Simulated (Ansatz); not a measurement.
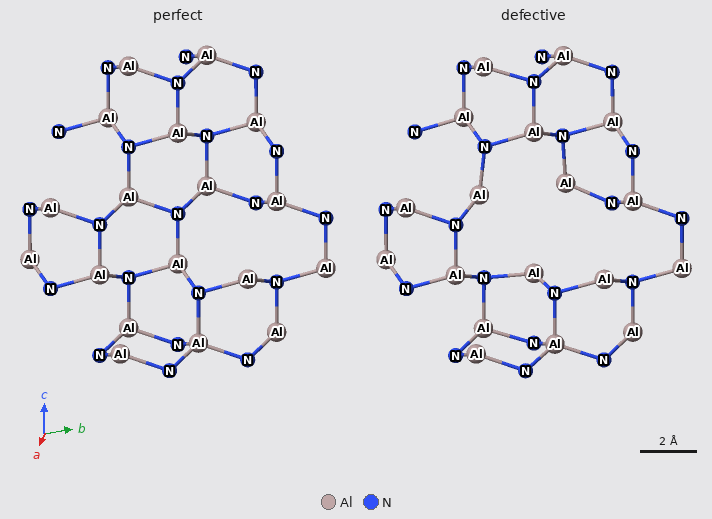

Left: perfect AlN. Right: the same region with one point defect, after relaxing the atoms in a supercell of 96 sites. The picture is a ball-and-stick view of the atoms within 6.0 Å of one point, in a slice 3.4 Å thick across the line of sight, seen from a free direction.

Computed with DFT, PBEsol, PAW, plane waves in Ansatz 0.2.0. Set-up: plane-wave cutoff 420 eV; k-point mesh 1 × 1 × 1; mesh shifted by (0.25, 0.25, 0.25); collinear spin. Fermi-Dirac smearing of 0.01 eV. A uniform background neutralises the charged cell. The axes drawn are those of the host's conventional cell.

> Which defect is it?

A nitrogen atom is taken out (a vacancy).

The charge state of the cell is +2.

> How does the lattice respond?

Around the empty N site the host had 4 Al at 1.89 to 1.91 Å; after relaxation the nearest atoms are 4 Al at 2.08 to 2.27 Å. Of the host's atoms, an aluminium atom moves furthest from its site, by 0.36 Å. The cell's net moment is 1.00 μB.

Limits of the set-up: the cell is charged, on a uniform background, and energies carry no finite-size correction.
